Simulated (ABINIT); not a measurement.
Optical-spectrum calculation, with input and output: HfO₂ (part 1 of 2)

System: HfO₂ (Fm-3m, 3 atoms in the cell).
Method: Kohn-Sham DFT of a periodic cell, LDA, HGH LDA semicore, no spin polarisation (ABINIT 10.8.3).

The structure derives from an entry of the Crystallography Open Database.

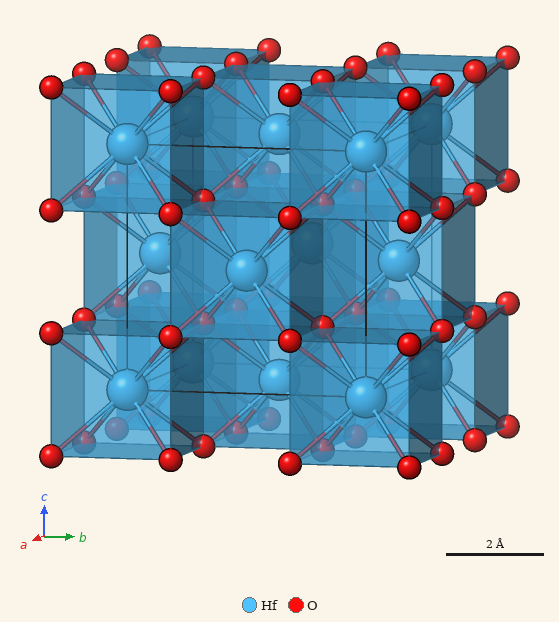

Figure 1. The structure as given in the input (polyhedral view of the cell 4 times as large as that of the calculation, set on its symmetry axes, seen slightly off an axis; polyhedra are completed across the faces of the cell). An atom can appear more than once, as a periodic image.

## Summary

- outcome: converged
- space group (tolerance 0.01 Å): Fm-3m (225)
- electrons treated: 24
- free energy: −2242.6393 eV
- Fermi energy: 6.140 eV
- pressure: −37.19 GPa
- largest force (length of the vector): under 0.001 eV/Å
- hardware: 1 thread of Arm Neoverse V1, 112 GiB of memory available, shared host
- wall time: 5 min
- peak memory: 2.2 GiB

## Notes

Points of doubt noted for this run: cutoff too low for stress. Spin–orbit coupling is left out, which matters for Hf. The cell is under a tension of 37 GPa at this level, so it is not at its equilibrium volume.

## Input file
```
ndtset 3

pp_dirpath "./"
pseudos "Hf_sc.hgh, O.hgh"

acell 6.8348581746 6.8348581746 6.8348581746
rprim
     0.0000000000     0.7071067812     0.7071067812
     0.7071067812     0.0000000000     0.7071067812
     0.7071067812     0.7071067812     0.0000000000
ntypat 2
znucl 72 8
natom 3
typat 1 2 2
xred
            0.0            0.0            0.0
            3/4            3/4            3/4
            1/4            1/4            1/4

ecut 70.0

ngkpt 6 6 6
nshiftk 4
shiftk
     0.5000000000     0.5000000000     0.5000000000
     0.5000000000     0.0000000000     0.0000000000
     0.0000000000     0.5000000000     0.0000000000
     0.0000000000     0.0000000000     0.5000000000
istwfk *1

ixc 7

occopt 1

nstep 80
diemac 6.0

iomode 3
prteig 0
prtebands 0

nband1 12
tolvrs1 1.0e-12
prtden1 1
prtwf1 0
kptopt1 1

iscf2 -2
getden2 1
nband2 24
nbdbuf2 4
tolwfr2 1.0e-12
nstep2 120
prtden2 0
kptopt2 1

optdriver3 8
wfk_task3 "wfk_optics_fullbz"
getwfk3 2
nband3 20
kptopt3 1
prtevk3 1
inclvkb3 2
```

## File optic.abi
```
&FILES
 ddkfile_1 = 'runo_DS3_1_EVK.nc',
 ddkfile_2 = 'runo_DS3_2_EVK.nc',
 ddkfile_3 = 'runo_DS3_3_EVK.nc',
 wfkfile = 'runo_DS3_WFK.nc'
/
&PARAMETERS
 broadening = 0.005512,
 domega = 0.002,
 maxomega = 0.8,
 scissor = 0.036749,
 tolerance = 0.002
/
&COMPUTATIONS
 num_lin_comp = 1,
 lin_comp = 11,
 num_nonlin_comp = 0
/
```

Launch command:
```bash
abinit run.abi > log 2>&1
optic optic.abi > optic.log 2>&1
```

## What the program printed
```
.Version 10.8.3 of ABINIT
 DATASET    1 : space group Fm -3 m (#225); Bravais cF (face-center cubic)
================================================================================
 Values of the parameters that define the memory need for DATASET  1.
     intxc =       0    ionmov =       0      iscf =       7    lmnmax =       7
     lnmax =       7     mgfft =      54  mpssoang =       3    mqgrid =    3001
     natom =       3  nloc_mem =       1    nspden =       1   nspinor =       1
    nsppol =       1      nsym =      48    n1xccc =       0    ntypat =       2
    occopt =       1   xclevel =       1
       mpw =        6335          nfft =      157464          nkpt =          28
================================================================================
================================================================================

 DATASET    2 : space group Fm -3 m (#225); Bravais cF (face-center cubic)
================================================================================
 Values of the parameters that define the memory need for DATASET  2.
     intxc =       0    ionmov =       0      iscf =      -2    lmnmax =       7
     lnmax =       7     mgfft =      54  mpssoang =       3    mqgrid =    3001
     natom =       3  nloc_mem =       1    nspden =       1   nspinor =       1
    nsppol =       1      nsym =      48    n1xccc =       0    ntypat =       2
    occopt =       1   xclevel =       1
       mpw =        6335          nfft =      157464          nkpt =          28
================================================================================
================================================================================

 DATASET    3 : space group Fm -3 m (#225); Bravais cF (face-center cubic)
================================================================================
 Values of the parameters that define the memory need for DATASET  3.
     intxc =       0    ionmov =       0      iscf =       7    lmnmax =       7
     lnmax =       7     mgfft =      54  mpssoang =       3    mqgrid =    3001
     natom =       3  nloc_mem =       1    nspden =       1   nspinor =       1
    nsppol =       1      nsym =      48    n1xccc =       0    ntypat =       2
    occopt =       1   xclevel =       1
       mpw =        6335          nfft =      157464          nkpt =          28
================================================================================
================================================================================

--------------------------------------------------------------------------------
------------- Echo of variables that govern the present computation ------------
--------------------------------------------------------------------------------
 -outvars: echo values of preprocessed input variables --------
            acell      6.8348581746E+00  6.8348581746E+00  6.8348581746E+00 Bohr
              amu      1.78490000E+02  1.59994000E+01
           diemac      6.00000000E+00
             ecut      7.00000000E+01 Hartree
           getden1          0
           getden2          1
           getden3          0
           getwfk1          0
           getwfk2          0
           getwfk3          2
             iscf1          7
             iscf2         -2
             iscf3          7
              ixc           7
           jdtset        1    2    3
         kptrlatt        6   -6    6     -6    6    6     -6   -6    6
          kptrlen      5.79956948E+01
            natom           3
            nband1         12
            nband2         24
            nband3         20
           nbdbuf1          0
           nbdbuf2          4
           nbdbuf3          0
           ndtset           3
            ngfft          54      54      54
             nkpt          28
            nstep1         80
            nstep2        120
            nstep3         80
             nsym          48
           ntypat           2
        optdriver1          0
        optdriver2          0
        optdriver3          8
           prtden1          1
           prtden2          0
           prtden3          1
        prtebands           0
           prteig           0
           prtevk1          0
           prtevk2          0
           prtevk3          1
            prtwf1          0
            prtwf2          1
            prtwf3          1
            rprim      0.0000000000E+00  7.0710678120E-01  7.0710678120E-01
                       7.0710678120E-01  0.0000000000E+00  7.0710678120E-01
                       7.0710678120E-01  7.0710678120E-01  0.0000000000E+00
           shiftk      5.00000000E-01  5.00000000E-01  5.00000000E-01
          spgroup         225
           tolvrs1     1.00000000E-12
           tolvrs2     0.00000000E+00
           tolvrs3     0.00000000E+00
           tolwfr1     0.00000000E+00
           tolwfr2     1.00000000E-12
           tolwfr3     0.00000000E+00
            typat      1  2  2
         wfk_task1          0
         wfk_task2          0
         wfk_task3          7
           xangst      0.0000000000E+00  0.0000000000E+00  0.0000000000E+00
                       3.8362499975E+00  3.8362499975E+00  3.8362499975E+00
                       1.2787499992E+00  1.2787499992E+00  1.2787499992E+00
            xcart      0.0000000000E+00  0.0000000000E+00  0.0000000000E+00
                       7.2494618457E+00  7.2494618457E+00  7.2494618457E+00
                       2.4164872819E+00  2.4164872819E+00  2.4164872819E+00
             xred      0.0000000000E+00  0.0000000000E+00  0.0000000000E+00
                       7.5000000000E-01  7.5000000000E-01  7.5000000000E-01
                       2.5000000000E-01  2.5000000000E-01  2.5000000000E-01
            znucl       72.00000    8.00000

================================================================================

 chkinp: Checking input parameters for consistency, jdtset=   1.

 chkinp: Checking input parameters for consistency, jdtset=   2.

 chkinp: Checking input parameters for consistency, jdtset=   3.

================================================================================
== DATASET  1 ==================================================================

--- !DatasetInfo
iteration_state: {dtset: 1, }
dimensions: {natom: 3, nkpt: 28, mband: 12, nsppol: 1, nspinor: 1, nspden: 1, mpw: 6335, }
cutoff_energies: {ecut:  70.0, pawecutdg:  -1.0, }
electrons: {nelect:   2.40000000E+01, charge:   0.00000000E+00, occopt:   1.00000000E+00, tsmear:   1.00000000E-02, }
meta: {optdriver: 0, ionmov: 0, optcell: 0, iscf: 7, paral_kgb: 0, }
...

 Exchange-correlation functional for the present dataset will be:
  LDA: Perdew-Wang 92 LSD fit to Ceperley-Alder data - ixc=7
  J.P.Perdew and Y.Wang, PRB 45, 13244 (1992)

 Real(R)+Recip(G) space primitive vectors, cartesian coordinates (Bohr,Bohr^-1):
 R(1)=  0.0000000  4.8329746  4.8329746  G(1)= -0.1034560  0.1034560  0.1034560
 R(2)=  4.8329746  0.0000000  4.8329746  G(2)=  0.1034560 -0.1034560  0.1034560
 R(3)=  4.8329746  4.8329746  0.0000000  G(3)=  0.1034560  0.1034560 -0.1034560
 Unit cell volume ucvol=  2.2577379E+02 bohr^3
 Angles (23,13,12)=  6.00000000E+01  6.00000000E+01  6.00000000E+01 degrees

 getcut: wavevector=  0.0000  0.0000  0.0000  ngfft=  54  54  54
         ecut(hartree)=     70.000   => boxcut(ratio)=   2.09845

--- Pseudopotential description ------------------------------------------------
- pspini: atom type   1  psp file is ./Hf_sc.hgh
  72.00000  12.00000     10605                znucl, zion, pspdat
    3    1    2    0      2001   0.00000      pspcod,pspxc,lmax,lloc,mmax,r2well

 pspatm : COMMENT -
  the projectors are not normalized,
  so that the KB energies are not consistent with
  definition in PRB44, 8503 (1991).
  However, this does not influence the results obtained hereafter.

- pspini: atom type   2  psp file is ./O.hgh
   8.00000   6.00000     10605                znucl, zion, pspdat
    3    1    1    0      2001   0.00000      pspcod,pspxc,lmax,lloc,mmax,r2well

 pspatm : COMMENT -
  the projectors are not normalized,
  so that the KB energies are not consistent with
  definition in PRB44, 8503 (1991).
  However, this does not influence the results obtained hereafter.

   1.01685446E+03                                ecore*ucvol(ha*bohr**3)
--------------------------------------------------------------------------------

================================================================================

--- !BeginCycle
iteration_state: {dtset: 1, }
solver: {iscf: 7, nstep: 80, nline: 4, wfoptalg: 0, }
tolerances: {tolvrs: 1.00E-12, }
...
```
